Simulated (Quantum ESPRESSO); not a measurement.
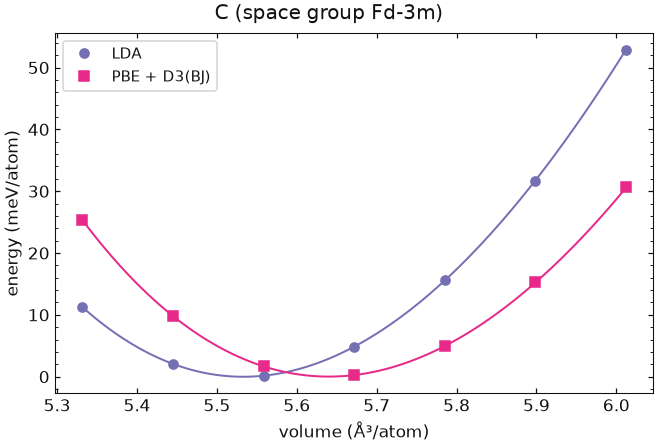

The figure shows the energy against volume, with one curve for each functional, for C (space group Fd-3m).

Calculation (Quantum ESPRESSO 7.5): plane-wave DFT, no spin polarisation; energies at scaled volumes of the given cell, shape and fractions fixed, counted from the fit's minimum, third-order Birch-Murnaghan fit. All runs: no spin polarisation.

- k mesh: 13×13×13
- occupations: Fermi–Dirac
- smearing width: 0.05 eV
- wave cutoff: 1116 eV
- density cutoff: 4463 eV

Settings that differ: LDA: potentials PseudoDojo-0.4.1-SR-LDA-standard; PBE + D3(BJ): potentials PseudoDojo-0.4.1-SR-PBE-standard.

Order the curves by fitted equilibrium volume, smallest first.

LDA 5.533, PBE + D3(BJ) 5.640 Å³/atom.

Order the curves by fitted bulk modulus, smallest first.

PBE + D3(BJ) 440.8, LDA 465.3 GPa.
